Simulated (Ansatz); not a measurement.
Ca: several calculations on one system

**1. Scan**

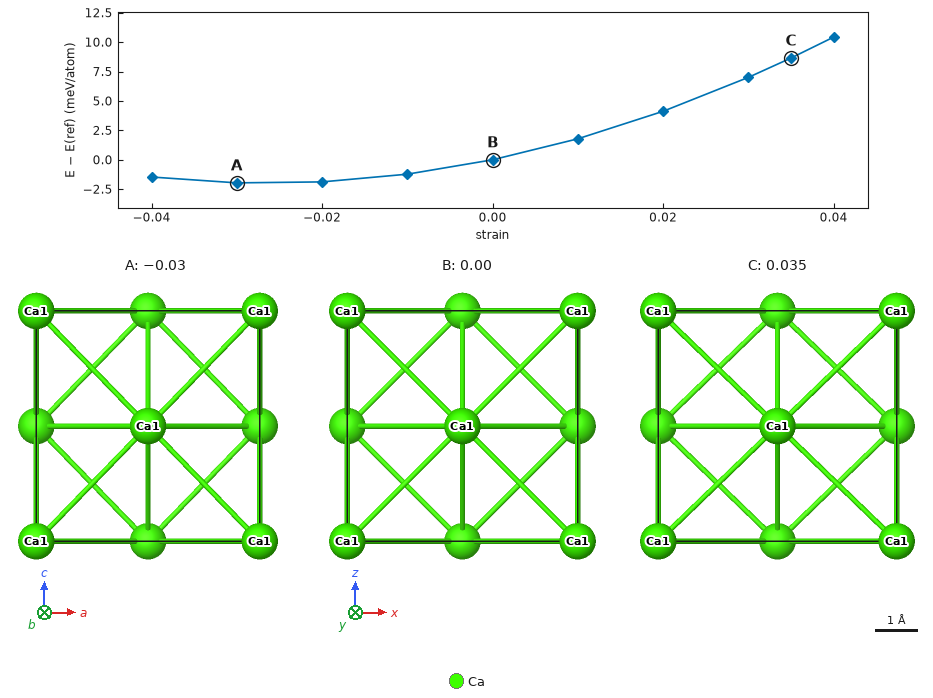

Crystalline Ca (Fm-3m): the cell is strained along x alone, with the atoms kept at their fractional coordinates. x, y and z are the Cartesian axes of the input. The lettered frames are marked on the plot. Style: ball-and-stick. Shown: the conventional cell (4 times the calculation's cell), repeated 1 × 2 × 1 with one cell outlined, along the b axis. Lengths and directions refer to the drawn axes.

The calculation used Ansatz, DFT PBE, scalar-relativistic, plane waves, PAW. Settings: plane-wave cutoff 420 eV; k-point mesh 14 × 14 × 14; occupations gaussian; smearing width 0.15 eV; no spin polarisation. Energies (free energies at the smearing named) are counted from the cell as listed in its source, which wasn't relaxed.

Question: Read off the main features of the energy profile.

Answer: Of the computed points the lowest is at the strain −0.03, −2.0 meV/atom. The end points stand at −1.5 meV/atom (−0.04) and 10.4 meV/atom (0.04). The curvature at zero strain, (1/V) d²E/dε², is about 21 GPa; it is C₁₁ with clamped ions. The distortion takes the space group from Fm-3m to I4/mmm. At the strain −0.04 the cell of the drawing goes a 5.588 → 5.365 Å.

The computed points:

| strain | E − E(ref) (meV/atom) |
| --- | --- |
| −0.040 | −1.5 |
| −0.030 | −2.0 |
| −0.020 | −1.9 |
| −0.010 | −1.2 |
| 0.000 | 0.0 |
| 0.010 | 1.8 |
| 0.020 | 4.1 |
| 0.030 | 7.0 |
| 0.035 | 8.7 |
| 0.040 | 10.4 |

**2. Scan**

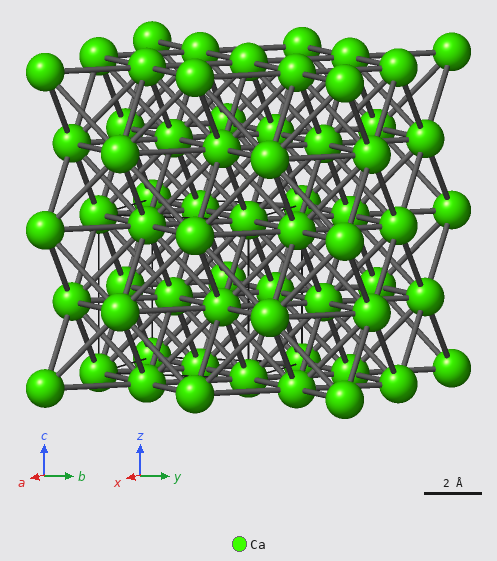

Energy scan for crystalline Ca (Fm-3m), in which the cell is strained equally along x and y and separately along z, with the atoms kept at their fractional coordinates. x, y and z are the Cartesian axes of the input. The picture shows the reference cell. The picture is a ball-and-stick view of the conventional cell (4 times the calculation's cell), repeated 2 × 2 × 2 with one cell outlined, seen slightly off an axis. Lengths and directions refer to the drawn axes.

These are results of DFT PBE, scalar-relativistic, plane waves, PAW in Ansatz 0.2.0, not measurements. (plane-wave cutoff 420 eV; k-point mesh 14 × 14 × 14; occupations gaussian; smearing width 0.15 eV; no spin polarisation). Energies (free energies at the smearing named) are counted from the cell as listed in its source, which wasn't relaxed.

```xyz
1
Lattice="0.0000 2.7942 2.7942 2.7942 0.0000 2.7942 2.7942 2.7942 0.0000" Properties=species:S:1:pos:R:3 pbc="T T T"
Ca    0.0000    0.0000    0.0000
```

**Give the energy at each point on a grid with rows −0.030, −0.015, 0.000, 0.015, 0.030 and columns −0.030, −0.015, 0.000, 0.015, 0.030 (strain along x and y; strain along z).**

Rows: strain along x and y; columns: strain along z; values in meV/atom.

```csv
,−0.030,−0.015,0.000,0.015,0.030
−0.030,5.3,1.8,−0.1,−0.6,0.5
−0.015,−0.7,−2.2,−2.4,−1.1,1.5
0.000,−2.0,−1.6,0.0,2.9,7.0
0.015,1.1,3.2,6.5,11.0,16.6
0.030,8.1,11.9,16.9,22.8,29.8
```

In pairs of (strain along x and y; strain along z): the lowest computed point lies at (−0.015, 0.000) (−2.4 meV/atom), the highest at (0.030, 0.030) (29.8 meV/atom). The valley is tilted: raising the in-plane strain is made harder by raising the strain along z (cross term 0.68 of the geometric mean of the two curvatures). Over the ranges scanned the energy rises more along the first axis, the in-plane strain. The pressure runs from −1.7 GPa at (0.030, 0.030) to 1.1 GPa at (−0.030, −0.030).

As a map, interpolated between the computed points (dots):

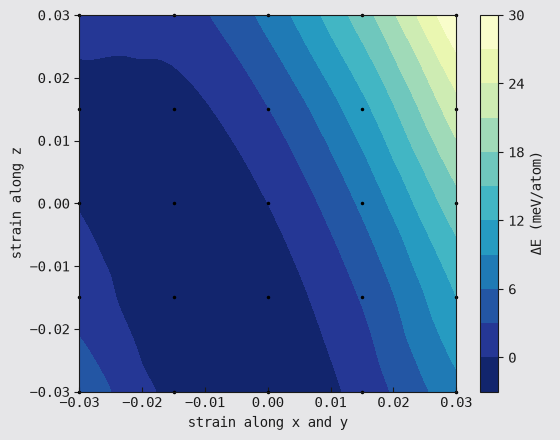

**3. Energy map**

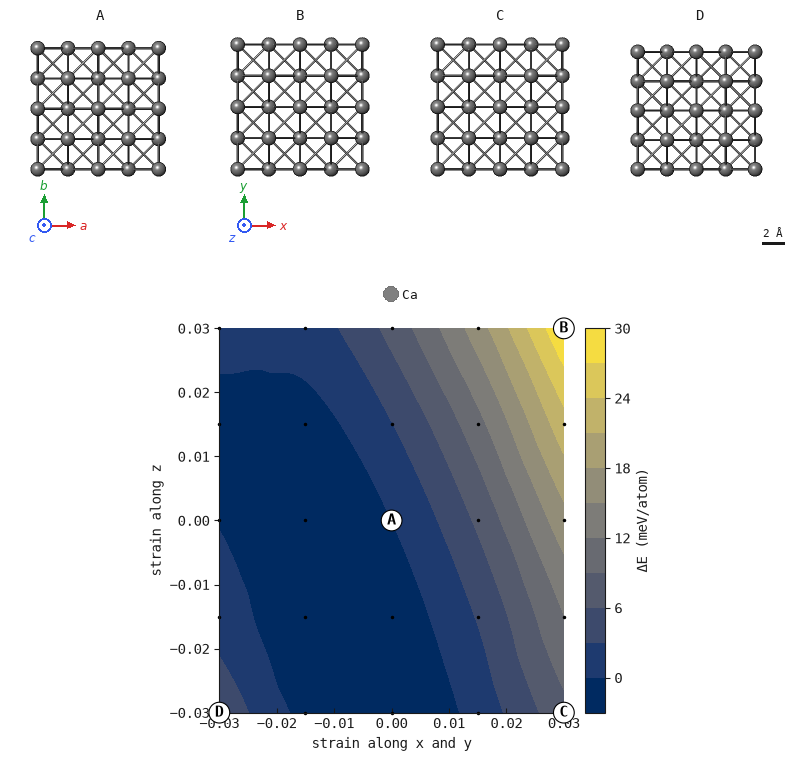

Energy scan for crystalline Ca (Fm-3m), in which the cell is strained equally along x and y and separately along z, with the atoms kept at their fractional coordinates. x, y and z are the Cartesian axes of the input. The map is interpolated between the computed points (dots). The lettered frames are marked on it. Style: ball-and-stick. Shown: the conventional cell (4 times the calculation's cell), repeated 2 × 2 × 2 with one cell outlined, along the c axis. Lengths and directions refer to the drawn axes.

The calculation used DFT PBE, scalar-relativistic, plane waves, PAW (Ansatz). Set-up: plane-wave cutoff 420 eV; k-point mesh 14 × 14 × 14; occupations gaussian; smearing width 0.15 eV; no spin polarisation. Energies (free energies at the smearing named) are counted from the cell as listed in its source, which wasn't relaxed.

What does the map show?

In pairs of (strain along x and y; strain along z): the lowest computed point lies at (−0.015, 0.000) (−2.4 meV/atom), the highest at (0.030, 0.030) (29.8 meV/atom). The valley is tilted: raising the in-plane strain is made harder by raising the strain along z (cross term 0.68 of the geometric mean of the two curvatures). Over the ranges scanned the energy rises more along the first axis, the in-plane strain. The pressure runs from −1.7 GPa at (0.030, 0.030) to 1.1 GPa at (−0.030, −0.030). The frames lie at A (0.000, 0.000): 0.0 meV/atom, B (0.030, 0.030): 29.8 meV/atom, C (0.030, −0.030): 8.1 meV/atom, D (−0.030, −0.030): 5.3 meV/atom.
